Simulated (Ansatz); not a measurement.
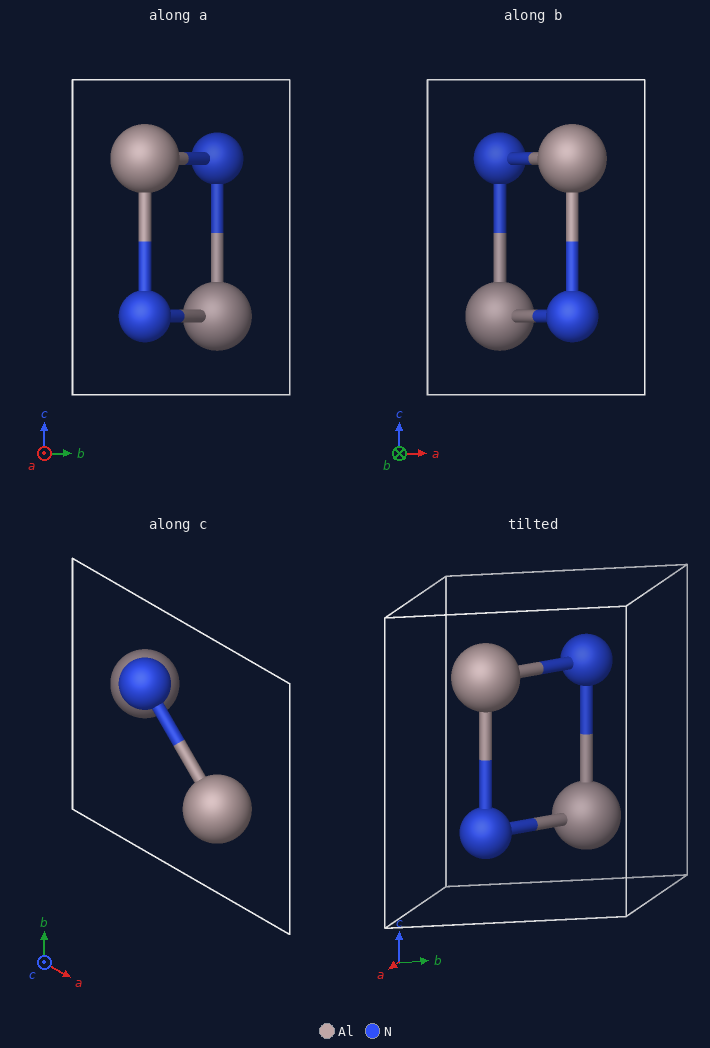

A ball-and-stick rendering, viewed along the a axis, along the b axis, along the c axis and slightly off an axis. One conventional unit cell is framed, with atoms on its boundary repeated.

Lattice parameters: a = 3.292 Å, b = 3.292 Å, c = 4.137 Å, α = 90.00°, β = 90.00°, γ = 120.00°.

**Transcribe the picture into a table of Wyckoff sites.**

Space group P6_3/mmc (No. 194).
```json
{"atom": "Al", "site": "2c", "x": "0.3333", "y": "0.6667", "z": "0.2500"}
{"atom": "N", "site": "2d", "x": "0.6667", "y": "0.3333", "z": "0.2500"}
```

The structure comes from a structure type filled with these elements by a generator (whether the compound takes this form wasn't checked). Earlier steps of the study may have refined or changed the cell and positions. A calculation with Ansatz used it as input.
